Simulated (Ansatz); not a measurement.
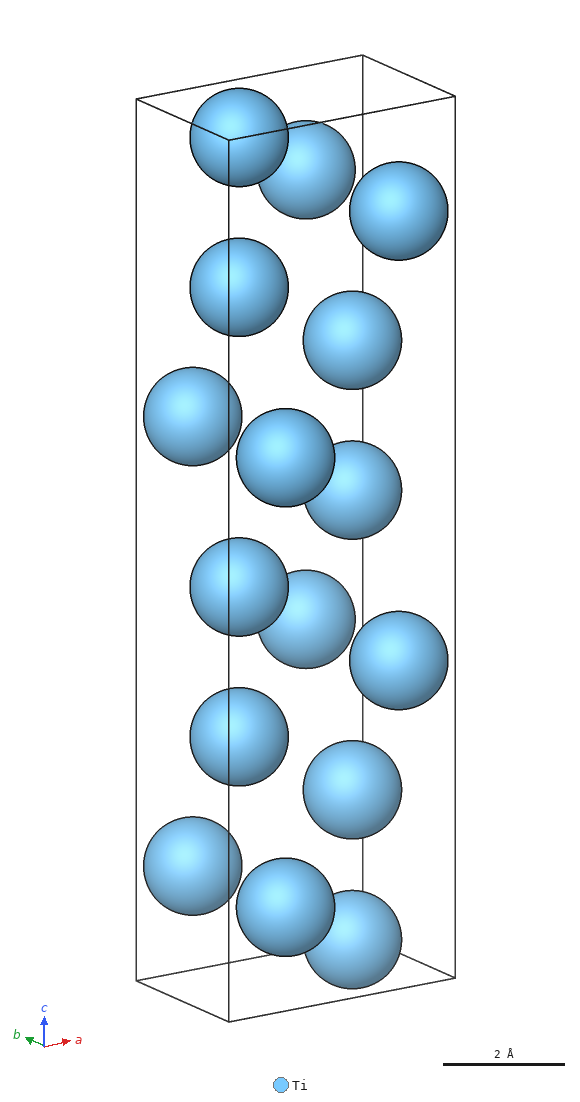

Crystal structure, spheres-only style, seen from a general direction. The conventional unit cell is outlined; an atom on or near a face, edge or corner is repeated at each equivalent position.

Ti, space group Pmma (No. 51), a = 4.52 Å, b = 2.80 Å, c = 15.34 Å, α = 90.00°, β = 90.00°, γ = 90.00°.

The numbers come from Ansatz, DFT PBEsol, scalar-relativistic, plane waves, PAW, using E_cut = 420 eV, k-points about 0.14 Å⁻¹ apart, Gaussian smearing of 0.15 eV, no spin polarisation.

Does it come out as a metal, or with a gap?

Answer. A metal: bands cross the Fermi level.

What is the pressure at this volume?

Answer. The computed pressure is 2.9 GPa (compressed: it would expand). The stress isn't hydrostatic: its largest component is 4.4 GPa.

The structure was taken from a structure listed in the Materials Project. The cell was then strained or its atoms displaced on purpose. It was run through Ansatz as a DFT input.

At this level of theory the cell isn't at rest (forces up to 1.2 eV/Å), so its distances can differ from those at equilibrium, the more so the softer the solid.
